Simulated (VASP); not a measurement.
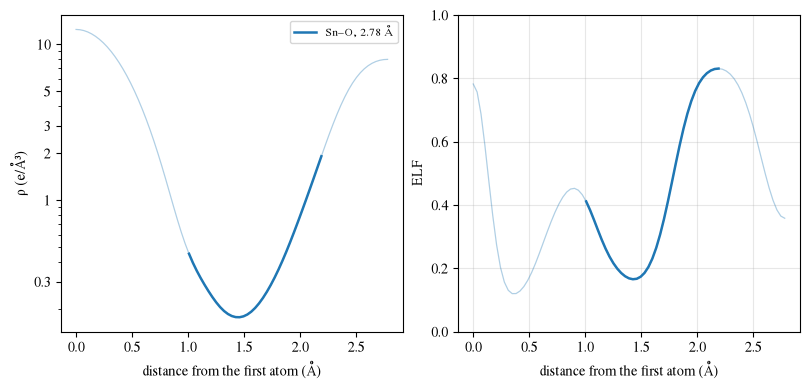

*SnO. Valence pseudo-density and ELF along straight lines between neighbouring atoms. Thin, pale parts lie inside the atomic spheres.*

Space group P4/mmm; a generated structure, not necessarily the stable one; changed on purpose from its base cell (biaxial xy strain +5.1%); computed pressure about −6 GPa in this cell.

Level of theory: VASP, Kohn-Sham DFT of a periodic cell, PBE, VASP PAW PBE potentials, recommended.

The density is the valence pseudo-density of a PAW calculation; it isn't the true density close to the nuclei.

What can be read from the curves?

Sn–O (2.78 Å): the density is about 0.18 e/Å³ at the midpoint; the ELF is about 0.15 at the midpoint: no shared electron pair shows on this line.
